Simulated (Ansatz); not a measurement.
Run report: CdTe, Wannier-function calculation

- system: CdTe (F-43m, 2 atoms in the cell)
- method: maximally localised Wannier functions of PBE bands, plane waves, PAW, no spin polarisation (Ansatz 0.2.0)

The structure was built on a prototype by a generator. The geometry comes from this level: r2SCAN. It belongs to a series of runs on one base structure; here: metal d. Figures and captions count atoms from 1; the log counts them from 0 in places.

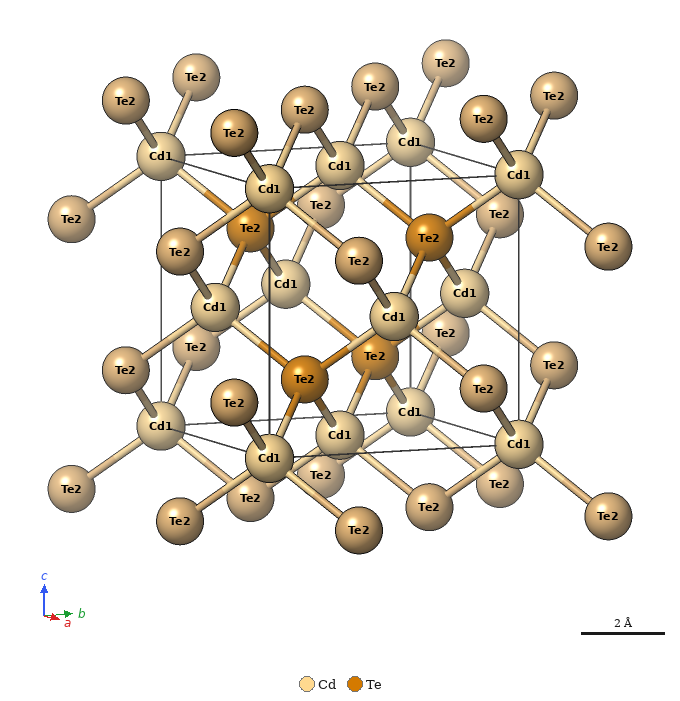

Figure 1. The structure (ball-and-stick view of the cell 4 times as large as that of the calculation, set on its symmetry axes, seen slightly off an axis; neighbours outside the cell are drawn fainter; atoms are numbered from 1 in the order of the input). Near neighbours in the crystal (not all of them lie inside the picture): Cd has 4 Te at 2.84 Å; Te has 4 Cd at 2.84 Å.

### Results in brief

- outcome: converged
- space group (tolerance 0.01 Å): F-43m (216)
- electrons treated: 36
- free energy: −15235.3278 eV
- total spread of the Wannier functions: 4.691 Å²
- Fermi energy: 6.960 eV
- gap on the k-point mesh: 0.66 eV
- hardware: 4 threads of Arm Neoverse V1, 24 GiB of memory available, shared host
- wall time: 2.6 s (CPU time 9.4 s)
- peak memory: 0.36 GiB

Spin-orbit coupling is left out, which matters for Te.

### Input file
```yaml
crystal:
  lattice:
    - [0.0, 3.2799551172, 3.2799551172]
    - [3.2799551172, 0.0, 3.2799551172]
    - [3.2799551172, 3.2799551172, 0.0]
  atoms:
    - { symbol: Cd, position: [0.0, 0.0, 0.0] }
    - { symbol: Te, position: [0.25, 0.25, 0.25] }
kpoints:
  mp_grid: { grid: [6, 6, 6] }
  band_path:
    path:
      - [[0.0, 0.0, 0.0], [-0.5, -0.5, -8.777209125504e-34], [-0.375, -0.375, 0.25]]
      - [[-0.375, -2.391503818336e-17, 0.375], [0.0, 0.0, 0.0], [-1.59433587889e-17, -1.59433587889e-17, 0.5], [-0.5, -0.25, 0.25], [-0.5, -0.5, -8.777209125504e-34]]
    npoints: 10
hamiltonian:
  xc: pbe
scf:
  occupations: { method: fixed }
  n_extra_bands: 6
output:
  forces: false
  stress: false
  eigenvalues: true
  wannier:
    kmesh: [4, 4, 4]
    projections: [{ species: Cd, l: d, shell: 4 }]
    minimise: true
    write_hr: true
    conv_tol: 1.0e-08
    max_iter: 3000
  write_density: true
  write_potential: true
  elf: true
  volumetric_format: npy
```

### File wannier.win
```
! ansatz wannier90 interface
! projections by site (counted from 0) and shell: 0 4D
! states of the run's bands (counted from 1): 11-15
! their least projectability: 0.7892
num_bands = 5
num_wann  = 5
num_iter  = 2000
conv_tol = 1e-8
conv_window = 5
guiding_centres = true
write_hr = true

begin unit_cell_cart
Ang
                      0.0             3.2799551172             3.2799551172
             3.2799551172                      0.0             3.2799551172
             3.2799551172             3.2799551172                      0.0
end unit_cell_cart

begin atoms_frac
Cd                       0.0                      0.0                      0.0
Te                      0.25                     0.25                     0.25
end atoms_frac

mp_grid = 4 4 4
```

Run as:
```bash
ansatz run input.yaml --threads 4 --pin off --max-ram 3686MiB --backend cpu --events-out ev --progress --plain --runs-dir out
```

### The program's output
```
scf.n_extra_bands = 6 over 18 filled bands (N_el = 36.0): the run solves 24 bands
Engine: ansatz 0.2.0, aarch64-unknown-linux-gnu
Pseudopotentials: kind: paw
Pseudopotential: Cd, paw, valence charge 20, recommended cutoff 420 eV (normal), Cd.paw.azcp
Pseudopotential: Te, paw, valence charge 16, recommended cutoff 420 eV (normal), Te.paw.azcp
Functional definition: PBE
  parameter kappa = 0.804
  parameter beta = 0.06672455060314922
  exchange = pbe_x(kappa = kappa, mu = beta*pi^2/3)
  correlation = pbe_c(beta = beta)
Crystal: 2 atoms, lattice volume = 70.572 Å³
Basis set: ecut = 420 eV, 1411 PW (Γ)
Bands: 24, of which v1, the nominal top of the filled ones, is band 18 counted from 1 (17 counted from 0)
Symmetry: 24 space group operations
Space group: F-43m (ITA 216), of the structure as read, at distance tolerance 4.1e-5 Å
k-points: 16 of 216 (time reversal used)
Non-local potential: Cd, projectors of the file, l = 0: 3, l = 1: 2, l = 2: 2, l = 3: 1
Non-local potential: Te, projectors of the file, l = 0: 2, l = 1: 2, l = 2: 2, l = 3: 2
PAW form: soft (Blöchl's): semilocal exchange-correlation on the pseudo side does not see the compensation charge
PAW one-centre angular grid: Cd, 590 points (default); XC on 64 Gauss nodes
PAW one-centre angular grid: Te, 590 points (default); XC on 64 Gauss nodes
Initial density: superposition of atomic densities (neutral atoms: chi_scale 0, normalization atom), corrected by the library's trained network
Initial wavefunctions: pseudopotential atomic-orbital guess
Functional: x = pbe(κ = 0.804, μ = 0.2195149727645171), c = pbe(β = 0.06672455060314922)
SCF iter   1: F=—  HF=-15235.328471 eV  |F-HF|=—  |Δ(HF+E_count)|=         —  Δρ=1.35e-3  dr2=3.26e-3  ethr=1.77e-3  ⟨swp⟩=4.8  Hψ=1457  notcnv=0  defer=58
preconditioner: auto → none  [insulator: Δε(μ)=0.640 eV  Ē_g=12.630 eV  n_scr=14 (ndim 8)  ℏωp=18.8 eV  f_vac=0.199  ε∞_Penn≈3.2]
SCF iter   2: F=—  HF=-15235.327733 eV  |F-HF|=—  |Δ(HF+E_count)|=   7.38e-4  Δρ=4.96e-4  dr2=1.82e-4  ethr=9.06e-6  ⟨swp⟩=3.0  Hψ=728  notcnv=0  defer=60
SCF iter   3: F=—  HF=-15235.327790 eV  |F-HF|=—  |Δ(HF+E_count)|=   5.66e-5  Δρ=1.88e-4  dr2=2.65e-5  ethr=5.05e-7  ⟨swp⟩=2.9  Hψ=675  notcnv=0  defer=60
SCF iter   4: F=—  HF=-15235.327835 eV  |F-HF|=—  |Δ(HF+E_count)|=   4.54e-5  Δρ=7.79e-5  dr2=6.12e-6  ethr=7.37e-8  ⟨swp⟩=2.1  Hψ=543  notcnv=0  defer=54
SCF iter   5: F=—  HF=-15235.327848 eV  |F-HF|=—  |Δ(HF+E_count)|=   1.26e-5  Δρ=2.12e-5  dr2=3.56e-7  ethr=1.70e-8  ⟨swp⟩=2.0  Hψ=515  notcnv=0  defer=58
SCF iter   6: F=-15235.327849 eV  HF=-15235.327849 eV  |F-HF|=2.61e-8  |Δ(HF+E_count)|=   1.61e-6  Δρ=2.61e-6  dr2=5.57e-9  ethr=2.78e-10  ⟨swp⟩=8.6  Hψ=1797  notcnv=0
SCF 1 converged in 6 iterations: F = -15235.327849 eV  dr2 = 5.57e-9
  greatest PAW one-centre occupation: 1.000 electrons in one spin orbital (limit 2), on the Cd atom at site 0 (counted from 0), in its partial waves of l = 0
```

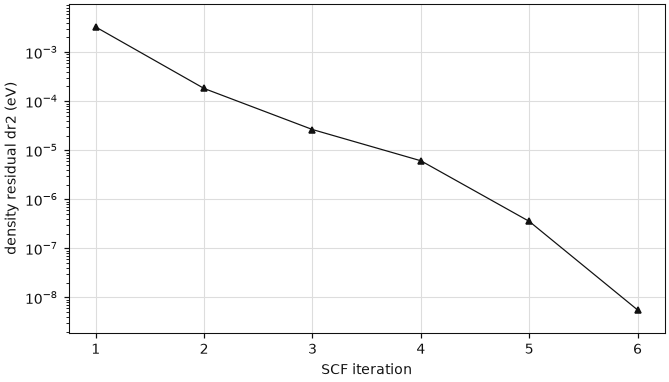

Figure 2. Convergence of the self-consistent field: density residual dr2 against the SCF iteration. The residual falls at every step.

```
NSCF: frozen V_eff on 62 k-points
NSCF: frozen V_eff on 10 k-points
the Wannier pass solved 10 of the 64 points of its mesh, and has the states at the others by symmetry: states obtained by the crystal's operations at points that were solved too leave a residual of 4.05e-13 eV (read by the count's bands and the next), within 6.67e-6 eV
SCF converged after 6 iterations
Free energy (F): -15235.327849 eV
Harris-Foulkes:  -15235.327849 eV  (|F-HF|=2.61e-8)
Internal energy: -15235.327849 eV  (E = F + TS)
E sigma→0 (E₀):  -15235.327849 eV
Fermi energy:    6.959904 eV
--- Per-component energies (eV) ---
  E_band       = -804.532776
  E_kinetic    = 685.063147
  E_local      = -5498.384205  (includes V_loc(G=0)·N_el)
  E_nonlocal   = -276.743892
  E_hartree    = 2765.847867
  E_xc         = -300.758138
  E_vxc        = -325.401688  (∫ρ·V_xc dr)
  E_paw        = -8745.982911  (= ΣΔE_a)
  E_vpaw       = -920.764187  (= ΣTr[D̂ρ^β])
  E_aug_tail   = -0.000164  (compensation charges beyond the density's cutoff)
  E_ewald      = -3864.369553
  E_smearing   = -0.000000  (= −TS)
  E_closure    = -0.000000  (closes the sum)
  Σ components = -15235.327849   (vs F -15235.327849, Δ=0.00e0)
--- Band table (eV; the first three rows and the last of 16) ---
  k-point 0: bands = ["-95.0754", "-56.1378", "-56.1378", "-56.1378", "-28.9785", "-28.9785", "-28.9785", "-28.9717", "-28.9717", "-4.0114", "-1.2032", "-1.2032", "-1.2032", "-0.9684", "-0.9684", "6.9599", "6.9599", "6.9599", "7.6218", "11.5984", "11.5984", "11.5984", "14.3687", "16.3590"]
  k-point 1: bands = ["-95.0754", "-56.1378", "-56.1378", "-56.1378", "-28.9785", "-28.9784", "-28.9784", "-28.9717", "-28.9717", "-3.9198", "-1.1864", "-1.1864", "-1.1233", "-0.9694", "-0.9694", "5.2721", "6.7492", "6.7492", "8.7295", "11.6737", "11.9203", "11.9203", "15.3505", "15.4674"]
  k-point 2: bands = ["-95.0754", "-56.1379", "-56.1378", "-56.1378", "-28.9785", "-28.9783", "-28.9783", "-28.9716", "-28.9716", "-3.7371", "-1.1574", "-1.1574", "-0.9657", "-0.9657", "-0.8649", "3.5270", "6.3937", "6.3937", "8.8458", "12.2047", "12.2047", "13.1173", "15.0202", "15.8443"]
  k-point 15: bands = ["-95.0754", "-56.1379", "-56.1379", "-56.1379", "-28.9787", "-28.9782", "-28.9780", "-28.9717", "-28.9714", "-3.5381", "-1.0844", "-1.0834", "-1.0100", "-0.9566", "-0.4643", "2.9179", "4.8876", "4.9866", "10.6082", "10.7895", "13.5781", "13.8984", "16.3399", "18.0238"]
Wannier search: line search 1 of at most 3000: gauge-dependent spread (as the search counts it) 0.0906959 Å², largest recent change 9.6e-4 Å² and fall left 6.6e-8 Å² against conv_tol 1.0e-8 Å², 0 stops escaped
```

### File rho_z.tsv
```
# z_ang	rho[e/angstrom^3]
# format = ansatz-planar-average/11
# lattice	0.000000000	3.279955117	3.279955117
# lattice	3.279955117	0.000000000	3.279955117
# lattice	3.279955117	3.279955117	0.000000000
# sites	2
# site	48	0.000000000	0.000000000	0.000000000
# site	52	1.639977559	1.639977559	1.639977559
0.000000	1.218641e0
0.144955	1.188201e0
0.289910	1.071096e0
0.434865	9.334298e-1
0.579820	8.389106e-1
0.724775	8.150024e-1
0.869729	8.451838e-1
1.014684	8.841426e-1
1.159639	8.844020e-1
1.304594	8.199403e-1
1.449549	6.950694e-1
1.594504	5.376108e-1
1.739459	3.837507e-1
1.884414	2.624973e-1
2.029369	1.845496e-1
2.174324	1.406980e-1
2.319279	1.137375e-1
2.464233	9.339453e-2
2.609188	7.785232e-2
2.754143	6.685461e-2
2.899098	5.990958e-2
3.044053	5.715860e-2
3.189008	5.917411e-2
3.333963	6.771095e-2
3.478918	8.666758e-2
3.623873	1.244065e-1
3.768828	1.957619e-1
3.913782	3.173528e-1
4.058737	4.966471e-1
4.203692	7.204213e-1
4.348647	9.505003e-1
4.493602	1.133032e0
```

### File v_z.tsv
```
# z_ang	v_es[eV]	v_tot[eV]
# format = ansatz-planar-average/11
# xc	pbe
# density_cutoff_ev	1680
# datasets	Cd=:simpson_from_first_knot:soft	Te=:simpson_from_first_knot:soft
# lattice	0.000000000	3.279955117	3.279955117
# lattice	3.279955117	0.000000000	3.279955117
# lattice	3.279955117	3.279955117	0.000000000
# sites	2
# site	48	0.000000000	0.000000000	0.000000000
# site	52	1.639977559	1.639977559	1.639977559
0.000000	2.930968e0	-7.733352e0
0.144955	2.201190e0	-8.738185e0
0.289910	1.868318e0	-9.229833e0
0.434865	2.081769e0	-9.091967e0
0.579820	2.843488e0	-8.324808e0
0.724775	4.037839e0	-7.033718e0
0.869729	5.445762e0	-5.431714e0
1.014684	6.766574e0	-3.835500e0
1.159639	7.690601e0	-2.590746e0
1.304594	8.027785e0	-1.907031e0
1.449549	7.839375e0	-1.717765e0
1.594504	7.417271e0	-1.710404e0
1.739459	7.068505e0	-1.569129e0
1.884414	7.013587e0	-1.094685e0
2.029369	7.362085e0	-2.209492e-1
2.174324	8.083575e0	9.829159e-1
2.319279	8.991054e0	2.332128e0
2.464233	9.797979e0	3.541047e0
2.609188	1.031455e1	4.401638e0
2.754143	1.058070e1	4.947035e0
2.899098	1.067517e1	5.208085e0
3.044053	1.061544e1	5.188462e0
3.189008	1.041098e1	4.969424e0
3.333963	1.003344e1	4.473324e0
3.478918	9.434338e0	3.533037e0
3.623873	8.653067e0	2.218903e0
3.768828	7.797755e0	7.222355e-1
3.913782	6.949723e0	-8.217142e-1
4.058737	6.140269e0	-2.325917e0
4.203692	5.361609e0	-3.770649e0
4.348647	4.599645e0	-5.141592e0
4.493602	3.795256e0	-6.463160e0
```

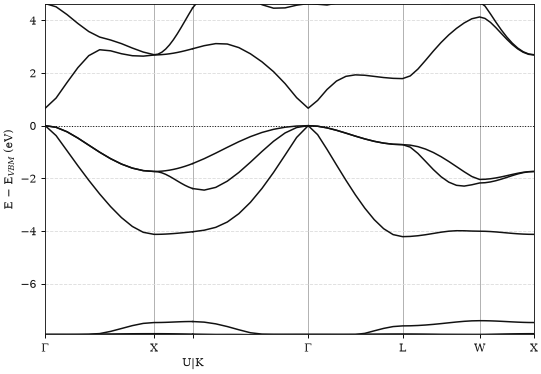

Figure 3. Band structure along Γ–X–U|K–Γ–L–W–X, with energies from the valence-band top. There is a gap of 0.66 eV on this path, direct, at Γ.

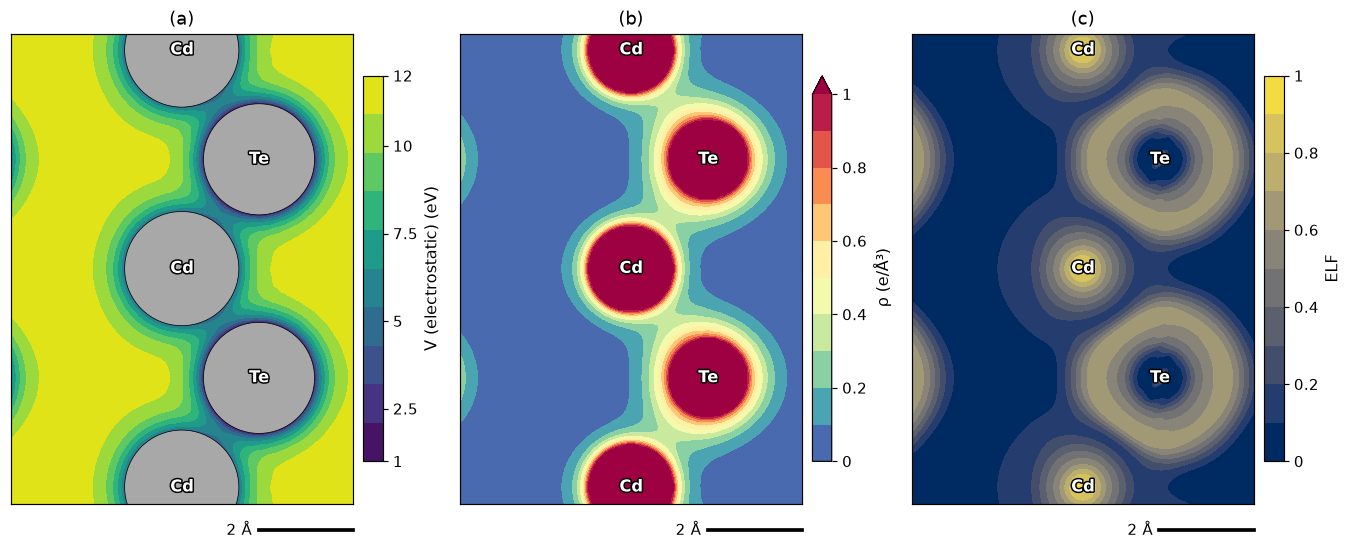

Figure 4. (a) electrostatic potential energy of an electron; (b) valence electron density; (c) ELF on the (110) plane of the conventional cell. Grey discs, where drawn, cover atomic cores. The plane passes through Cd and Te nuclei. Cd–Te (2.84 Å): ρ at the midpoint is about 0.33 e/Å³; the ELF is about 0.50 at the midpoint. Away from the nuclei the density in this plane falls to 0.006 e/Å³ at its lowest. The strong features right at Cd lie inside the PAW spheres (semicore, d or f shells) and say nothing about bonding. Outside the cores the potential energy rises away from the atoms and is highest about 2.8 Å from the nearest atoms; outside the discs it spans about 10 eV, and its zero is arbitrary. In a PAW calculation such maps are meaningful between the atoms, not at the nuclei.
